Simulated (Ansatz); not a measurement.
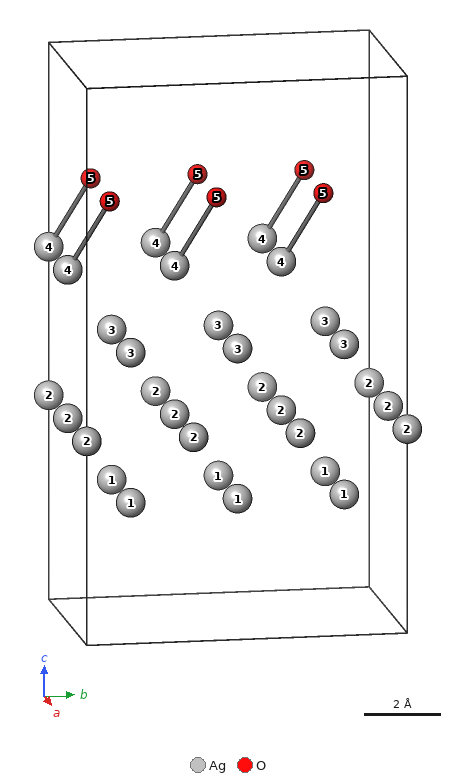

The input geometry (ball-and-stick view of the 2 × 3 repeat of the cell, with the vacuum cut short, seen slightly off an axis; atoms are numbered from 1 in the order of the input). An atom can appear more than once, as a periodic image.

# Single-point calculation, with input and output: Ag$_{4}$O

System: Ag$_{4}$O (slab, 5 atoms in the cell).
Method: DFT PBEsol, scalar-relativistic, plane waves, PAW, no spin polarisation (Ansatz 0.2.0).

The structure derives from an entry of the Crystallography Open Database. It belongs to a series of runs on one base structure; here: O lifted by +0.70 A from its best place. Figures and captions count atoms from 1; the log counts them from 0 in places.

Input file
```yaml
crystal:
  lattice:
    - [2.8669036825, 0.0, 0.0]
    - [0.0, 2.8669036825, 0.0]
    - [0.0, 0.0, 25.0816211046]
  atoms:
    - { symbol: Ag, position: [0.5, 0.5, 0.3388935654] }
    - { symbol: Ag, position: [0.0, 0.0, 0.4197179677] }
    - { symbol: Ag, position: [0.5, 0.5, 0.500816276] }
    - { symbol: Ag, position: [0.0, 0.0, 0.5799214924] }
    - { symbol: O, position: [0.3333333333, 0.3333333333, 0.6605656834] }
basis:
  ecutwfc: 420
kpoints:
  mp_grid: { grid: [10, 10, 1] }
hamiltonian:
  xc: pbesol
scf:
  occupations: { method: gaussian, width: 0.1 }
output:
  forces: true
  stress: true
  eigenvalues: true
  write_density: true
  write_potential: true
  elf: true
  volumetric_format: npy
efield:
  axis: 3
  dipole_correction: true
  ramp_width: 0.04
```

Run as:
```bash
ansatz run input.yaml --threads 2 --pin off --max-ram 5120MiB --backend cpu --events-out ev --progress --plain --runs-dir out
```

The program's output
```
Engine: ansatz 0.2.0, x86_64-unknown-linux-gnu
Pseudopotentials: kind: paw
Pseudopotential: Ag, paw, valence charge 19, recommended cutoff 420 eV (normal), Ag.paw.azcp
Pseudopotential: O, paw, valence charge 6, recommended cutoff 420 eV (normal), O.paw.azcp
Functional definition: PBEsol
  exchange = pbesol_x
  correlation = pbesol_c
Crystal: 5 atoms, lattice volume = 206.149 Å³
Basis set: ecut = 420 eV, 4047 PW (Γ), exchange–correlation on 40×40×360 points (8 copies of the dense FFT grid, shifted against one another)
Bands: 50, of which v1, the nominal top of the filled ones, is band 41 counted from 1 (40 counted from 0)
Symmetry: 2 space group operations
Space group: Cm (ITA 8), of the structure as read, at distance tolerance 5.9e-5 Å
k-points: 31 of 100 (time reversal used)
Non-local potential: Ag, projectors of the file, l = 0: 3, l = 1: 2, l = 2: 2, l = 3: 1
Non-local potential: O, projectors of the file, l = 0: 2, l = 1: 2, l = 2: 1
PAW form: soft (Blöchl's): semilocal exchange-correlation on the pseudo side does not see the compensation charge
PAW frozen core: Ag, regenerated for the run's functional, and the local potential with it (the file was generated under x = pbe(κ = 0.804, μ = 0.2195149727645171), c = pbe(β = 0.06672455060314922))
PAW frozen core: O, regenerated for the run's functional, and the local potential with it (the file was generated under x = pbe(κ = 0.804, μ = 0.2195149727645171), c = pbe(β = 0.06672455060314922))
PAW one-centre angular grid: Ag, 590 points (default); XC on 64 Gauss nodes
PAW one-centre angular grid: O, 110 points (default); XC on 64 Gauss nodes
Initial density: superposition of atomic densities (neutral atoms: chi_scale 0, normalization atom), corrected by the library's trained network
Initial wavefunctions: pseudopotential atomic-orbital guess
Functional: x = pbesol(κ = 0.804, μ = 0.12345679012345678), c = pbesol(β = 0.046)
SCF iter   1: F=—  HF=-30644.121495 eV  |F-HF|=—  |Δ(HF+E_count)|=         —  Δρ=2.10e-2  dr2=5.66e0  ethr=1.77e-3  p=-0.249 e·Å  D=-2.18e-1 V/Å  ΔV_dip=5.48 eV  dr2_dipole=2.63e0  V_vac-E_F(+/−)=9.27/3.79 eV  ⟨swp⟩=10.1  Hψ=7433  notcnv=0  defer=26
efield: sawtooth ramp at fractional position 0.9797 (placed from the atoms, in the widest stretch of the axis that holds none; the zero of the levels goes with the place), width 0.0400; the density the first Hamiltonian is built on has a dipole p = -0.249 e·Å; the dipole correction subtracts the counter field D = -2.18e-1 V/Å, which shifts the + side's vacuum level by +5.48 eV against the − side's; the planar-averaged density in the ramp window peaks in size at 2.9e-6 e/Å³
preconditioner: auto → LDOS  [metal: Δε(μ)=0.010 eV  Ē_g=9.452 eV  σ=0.100 eV  W_gap=0.06  n_scr=46 (ndim 8)  ℏωp=18.3 eV  f_vac=0.575  D(μ)=3.76/eV (n_scr^D=14)  β→1.0]
SCF iter   2: F=—  HF=-30644.033061 eV  |F-HF|=—  |Δ(HF+E_count)|=   8.84e-2  Δρ=1.04e-2  dr2=1.22e0  ethr=1.77e-3  p=-0.193 e·Å  D=-1.69e-1 V/Å  ΔV_dip=4.24 eV  dr2_dipole=5.73e-1  V_vac-E_F(+/−)=9.12/4.88 eV  ⟨swp⟩=3.2  Hψ=2688  notcnv=0  defer=90
SCF iter   3: F=—  HF=-30643.979064 eV  |F-HF|=—  |Δ(HF+E_count)|=   5.40e-2  Δρ=1.78e-3  dr2=2.53e-2  ethr=1.49e-3  p=-0.210 e·Å  D=-1.84e-1 V/Å  ΔV_dip=4.62 eV  dr2_dipole=8.60e-3  V_vac-E_F(+/−)=9.20/4.57 eV  ⟨swp⟩=2.0  Hψ=1650  notcnv=0  defer=95
SCF iter   4: F=—  HF=-30643.979543 eV  |F-HF|=—  |Δ(HF+E_count)|=   4.80e-4  Δρ=9.58e-4  dr2=3.83e-3  ethr=3.09e-5  p=-0.216 e·Å  D=-1.89e-1 V/Å  ΔV_dip=4.75 eV  dr2_dipole=6.12e-6  V_vac-E_F(+/−)=9.23/4.49 eV  ⟨swp⟩=2.0  Hψ=2341  notcnv=0  defer=93
SCF iter   5: F=—  HF=-30643.979787 eV  |F-HF|=—  |Δ(HF+E_count)|=   2.43e-4  Δρ=3.05e-4  dr2=3.71e-4  ethr=4.67e-6  p=-0.217 e·Å  D=-1.91e-1 V/Å  ΔV_dip=4.79 eV  dr2_dipole=1.52e-4  V_vac-E_F(+/−)=9.25/4.46 eV  ⟨swp⟩=2.0  Hψ=2078  notcnv=0  defer=93
SCF iter   6: F=—  HF=-30643.979828 eV  |F-HF|=—  |Δ(HF+E_count)|=   4.08e-5  Δρ=1.01e-4  dr2=4.96e-5  ethr=4.52e-7  p=-0.219 e·Å  D=-1.92e-1 V/Å  ΔV_dip=4.81 eV  dr2_dipole=1.32e-5  V_vac-E_F(+/−)=9.26/4.45 eV  ⟨swp⟩=2.0  Hψ=2169  notcnv=0  defer=93
SCF iter   7: F=—  HF=-30643.979737 eV  |F-HF|=—  |Δ(HF+E_count)|=   9.07e-5  Δρ=4.07e-5  dr2=3.94e-6  ethr=6.05e-8  p=-0.219 e·Å  D=-1.92e-1 V/Å  ΔV_dip=4.82 eV  dr2_dipole=3.34e-8  V_vac-E_F(+/−)=9.27/4.45 eV  ⟨swp⟩=2.3  Hψ=2404  notcnv=0  defer=93
SCF iter   8: F=—  HF=-30643.979737 eV  |F-HF|=—  |Δ(HF+E_count)|=   6.26e-7  Δρ=1.40e-5  dr2=5.76e-7  ethr=4.81e-9  p=-0.219 e·Å  D=-1.92e-1 V/Å  ΔV_dip=4.82 eV  dr2_dipole=3.24e-9  V_vac-E_F(+/−)=9.27/4.45 eV  ⟨swp⟩=2.6  Hψ=2702  notcnv=0  defer=93
SCF iter   9: F=-30643.979738 eV  HF=-30643.979738 eV  |F-HF|=8.59e-8  |Δ(HF+E_count)|=   3.41e-8  Δρ=4.44e-6  dr2=5.10e-8  ethr=1.22e-10  p=-0.219 e·Å  D=-1.92e-1 V/Å  ΔV_dip=4.83 eV  dr2_dipole=9.52e-11  V_vac-E_F(+/−)=9.27/4.45 eV  ⟨swp⟩=22.5  Hψ=13679  notcnv=0
SCF 1 converged in 9 iterations: F = -30643.979738 eV  dr2 = 5.10e-8
  greatest PAW one-centre occupation: 1.001 electrons in one spin orbital (limit 2), on the Ag atom at site 2 (counted from 0), in its partial waves of l = 0
```

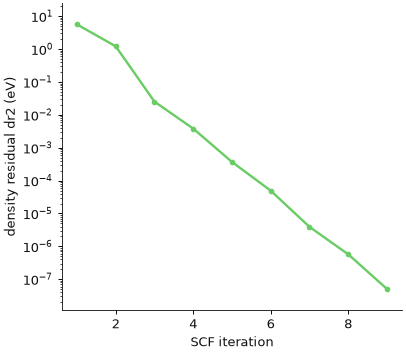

Convergence of the self-consistent field: density residual dr2 against the SCF iteration. The residual falls at every step.

```
WARN: The output density's exchange-correlation potential varies sharply where the density is thin. Do not read a vacuum level from v_tot or v_xc, or from such a field of the output density. On a cell that repeats whose density bears no net charge and no dipole along the vacuum's axis use v_es (v_loc + v_h of the components); under efield.dipole_correction with no amplitude use v_es + v_field, which holds any external_charges[].barrier, or the levels of the report's work_function block, which leave it out; under a non-zero efield.amplitude the vacuum is tilted and has no level; on a cell that repeats and bears such a dipole with no correction it is tilted too, and efield.dipole_correction with no amplitude gives each side of its ramp a level where efield: is served; in a cell that repeats whose density bears a net charge (total_charge, or a fill off its count) it is curved and has none; of a slab under crystal.periodic whose density bears no net charge use v_es, which has a level on each side, short of where the two are joined; of another it falls or rises all the way out and has none; of a slab beside external_charges read slab_vacuum_level instead, which it has where they leave it neutral. The grid or the basis barely resolves most such structure, and the values can differ between equally converged runs; as a rule a tighter scf.convergence.dr2_threshold does not remove it. Where the density itself ripples (under the LDA too) a higher basis.ecutwfc lessens it. The files hold the spikes' plane waves up to the density's cutoff. Files: v_tot_of_output_density and the like, and their columns of v_z.tsv (output.write_potential); v_xc_of_output_density and the like, and their columns of v_comp_z.tsv (output.write_potential_components). Measured: with its Gaussian average of σ = 0.25 Å subtracted twice, the exchange-correlation potential is over 0.1 eV at 8 of the grid points where the equally averaged density (valence and model cores) is under 1e-3 e/Å³, and 0.152 eV at the most among them, at an averaged density of 7.0e-7 e/Å³. The input density's (outcome.potential() and, of a run that writes arrays, v_tot and v_xc) is over 0.1 eV, so measured, at 596 points of its own thin density, 0.171 eV at the most. See output.write_potential in the manual, Limitations
SCF converged after 9 iterations
Free energy (F): -30643.979738 eV
Harris-Foulkes:  -30643.979738 eV  (|F-HF|=8.59e-8)
Internal energy: -30643.964505 eV  (E = F + TS)
E sigma→0 (E₀):  -30643.972121 eV
Entropy (-TS):   -0.015233 eV (-3.047 meV/atom)
Fermi energy:    1.363644 eV
Dipole field:    D = -0.192471 V/Å  (p = -0.219273 e·Å, saw-weighted, corrected)
Work function:   Φ+ = 9.2731 eV   Φ− = 4.4456 eV
Levels:          The Fermi level and band energies are counted from a zero that moves with the ramp; work functions are not
--- Per-component energies (eV) ---
  E_band       = -2149.914019
  E_kinetic    = 2271.471022
  E_local      = -138970.730871  (includes V_loc(G=0)·N_el)
  E_nonlocal   = 380.706164
  E_hartree    = 68440.289999
  E_xc         = -801.341255
  E_vxc        = -1022.483597  (∫ρ·V_xc dr)
  E_paw        = -15489.391532  (= ΣΔE_a)
  E_vpaw       = -1679.560742  (= ΣTr[D̂ρ^β])
  E_aug_tail   = 0.003343  (compensation charges beyond the density's cutoff)
  E_efield     = 0.021102  (sawtooth field / dipole correction)
  E_vefield    = -9.935247  (∫n·V_field dr)
  E_ewald      = 53523.681280
  E_core_change = 1.326244  (= ΣΔE_core)
  E_smearing   = -0.015233  (= −TS)
  E_closure    = -0.000000  (closes the sum)
  Σ components = -30643.979738   (vs F -30643.979738, Δ=0.00e0)
--- Forces (eV/Å), atoms counted from 1 ---
  atom   1  Ag    -0.00011643    -0.00011643     0.14694021
  atom   2  Ag    -0.00005970    -0.00005970    -0.10429357
  atom   3  Ag     0.01457135     0.01457135    -0.04049294
  atom   4  Ag     0.18065115     0.18065115     1.77214220
  atom   5  O     -0.19503590    -0.19503590    -1.77429906
  max |Σ_I F_I| component: 1.05e-5 eV/Å
--- Stress (GPa, compression-positive) ---
       -2.476105       0.038454      -0.328346
        0.038454      -2.476105      -0.328346
       -0.328346      -0.328346      -3.091543
  P = ⅓ Tr σ = -2.6813 GPa (-26.813 kbar)
--- Band table (eV; the first three rows and the last of 31) ---
  k-point 0: bands = ["-90.4920", "-90.3667", "-90.1668", "-89.6405", "-54.0110", "-53.9498", "-53.9481", "-53.8616", "-53.8185", "-53.8178", "-53.6592", "-53.6342", "-53.6339", "-53.1158", "-53.1104", "-53.1099", "-14.4077", "-5.9726", "-4.9186", "-4.7413", "-4.5127", "-4.1846", "-4.0442", "-3.6334", "-3.1570", "-3.1158", "-3.1145", "-2.4543", "-2.4393", "-2.4319", "-2.1503", "-2.0956", "-1.7970", "-1.6989", "-1.6675", "-1.5109", "-1.2732", "-1.0978", "-1.0350", "-0.9764", "0.4098", "1.6230", "1.6509", "2.1758", "5.6257", "6.0700", "7.4277", "9.5480", "10.3562", "11.5575"]
  k-point 1: bands = ["-90.4913", "-90.3661", "-90.1662", "-89.6399", "-54.0096", "-53.9595", "-53.9479", "-53.8606", "-53.8269", "-53.8176", "-53.6586", "-53.6429", "-53.6334", "-53.1201", "-53.1140", "-53.1095", "-14.3724", "-5.7760", "-4.8083", "-4.6271", "-4.3963", "-4.1137", "-3.9203", "-3.5584", "-3.1938", "-3.0882", "-3.0367", "-2.6453", "-2.5358", "-2.4193", "-2.1233", "-2.1142", "-1.9965", "-1.7652", "-1.6013", "-1.5634", "-1.4700", "-1.1825", "-1.0552", "-0.7167", "0.6555", "1.4153", "1.6578", "2.5400", "5.8111", "6.3065", "7.6196", "9.7141", "10.5226", "11.4474"]
  k-point 2: bands = ["-90.4896", "-90.3646", "-90.1646", "-89.6383", "-54.0063", "-53.9857", "-53.9453", "-53.8600", "-53.8487", "-53.8161", "-53.6660", "-53.6568", "-53.6318", "-53.1430", "-53.1125", "-53.1078", "-14.2784", "-5.2729", "-4.6516", "-4.3085", "-4.2142", "-3.9850", "-3.5470", "-3.2091", "-3.1617", "-3.0299", "-2.9748", "-2.7404", "-2.7276", "-2.5530", "-2.2677", "-2.1381", "-2.0836", "-2.0483", "-1.7442", "-1.5695", "-1.5291", "-1.2505", "-1.0832", "-0.2972", "0.9133", "1.2284", "1.7073", "3.4041", "6.3290", "6.9609", "8.1950", "8.8144", "10.2262", "10.5547"]
  k-point 30: bands = ["-90.4787", "-90.3541", "-90.1540", "-89.6277", "-54.0394", "-54.0378", "-53.9759", "-53.9027", "-53.9020", "-53.8545", "-53.7192", "-53.7188", "-53.6486", "-53.1966", "-53.1949", "-53.1014", "-13.6831", "-4.8226", "-4.7623", "-4.6235", "-4.6227", "-4.1228", "-3.7433", "-3.7344", "-3.7311", "-2.5464", "-2.5442", "-1.9382", "-1.9039", "-1.5831", "-1.5522", "-1.5296", "-1.2843", "-1.2829", "-1.1546", "-1.0006", "-0.4698", "0.2713", "0.3611", "1.2697", "4.0339", "4.0622", "6.2567", "6.2848", "8.4330", "8.5426", "8.7440", "8.7981", "8.8313", "9.4050"]
```

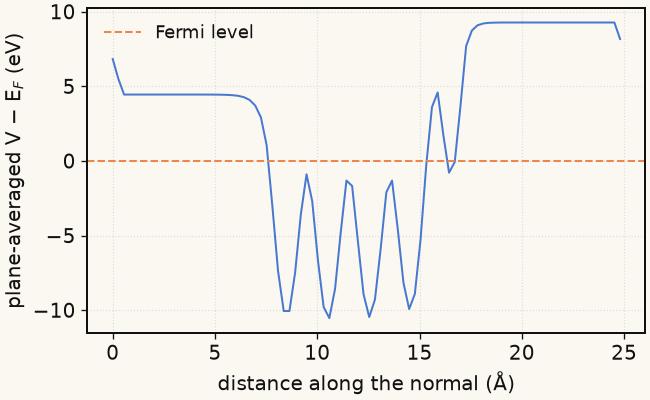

Plane average of the electrostatic potential energy of an electron across the cell, from the Fermi level. The vacuum level lies 9.27 eV above the Fermi level on the upper side and 4.45 eV on the lower.

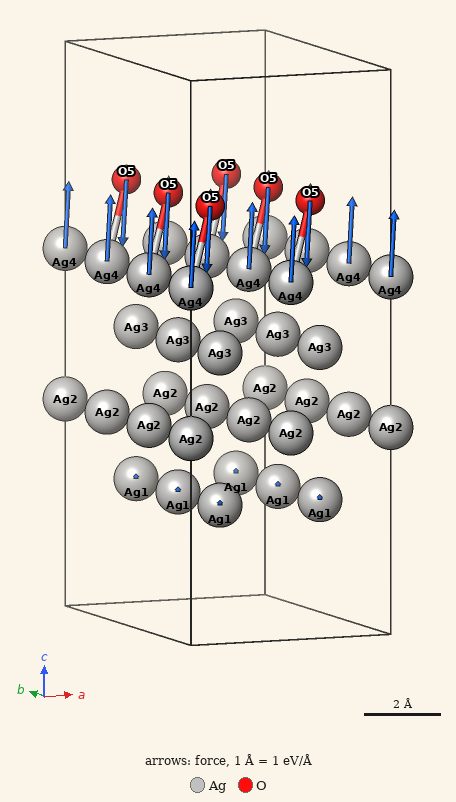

Forces on the atoms as blue arrows (ball-and-stick view of the 2 × 3 repeat of the cell, with the vacuum cut short, seen slightly off an axis; bonded neighbours outside the cell are drawn too; atoms are numbered from 1 in the order of the input); the smallest are left out. The largest act on O5 (1.80 eV/Å); Ag4 (1.79 eV/Å). The geometry is not a stationary point of this energy.

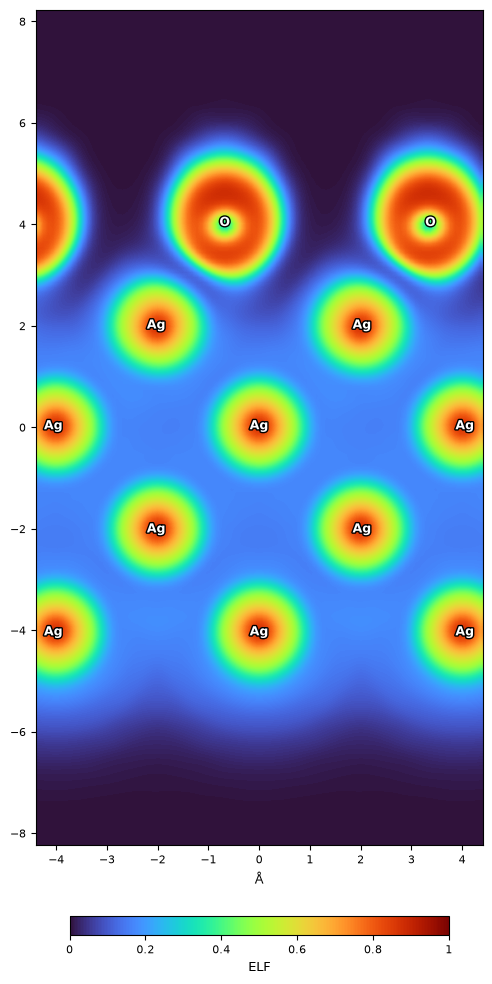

ELF on the (11̄0) plane of the calculation cell, a cut from vacuum to vacuum. Ag–O (2.43 Å): the ELF is about 0.10 at the midpoint (no shared pair; the contact is polar). The strong features right at Ag lie inside the PAW spheres (semicore, d or f shells) and say nothing about bonding. The fields are those of the smooth PAW valence density.

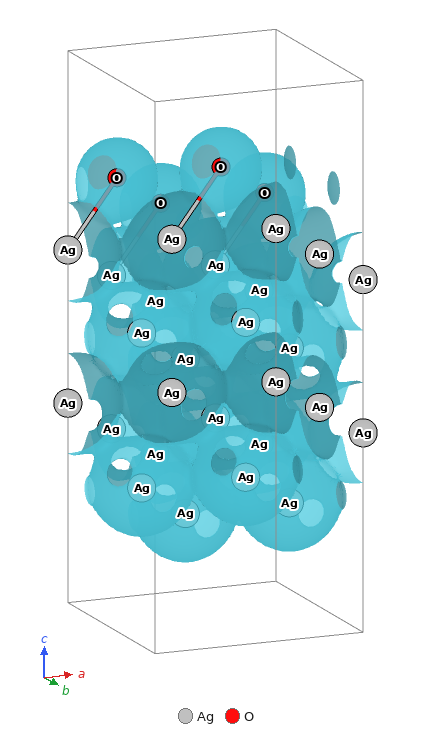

Isosurface of the valence pseudo-density at 0.2 e/Å³ (cyan), seen at an oblique angle. Sticks mark near contacts. At this value the density is joined into sheets; it holds about 95 % of the electrons treated as valence (semicore included). On the grid the lowest density along these lines, outside the cores, is 0.3 e/Å³ (Ag–O, 2.43 Å).

Summary

```tsv
quantity	value
outcome	converged
electrons treated	82
free energy	−30643.9797 eV
work function, top face	9.27 eV
work function, bottom face	4.45 eV
Fermi energy	1.364 eV
gap on the k-point mesh	none (metallic)
work function (upper face)	9.27 eV
largest force (length of the vector)	1.796 eV/Å
hardware	2 threads of Intel Xeon (Granite Rapids), 32 GiB of memory available, shared host
wall time	8.2 s (CPU time 16 s)
peak memory	0.59 GiB
```

Warnings of the run: the exchange-correlation potential is rough where the density is thin.
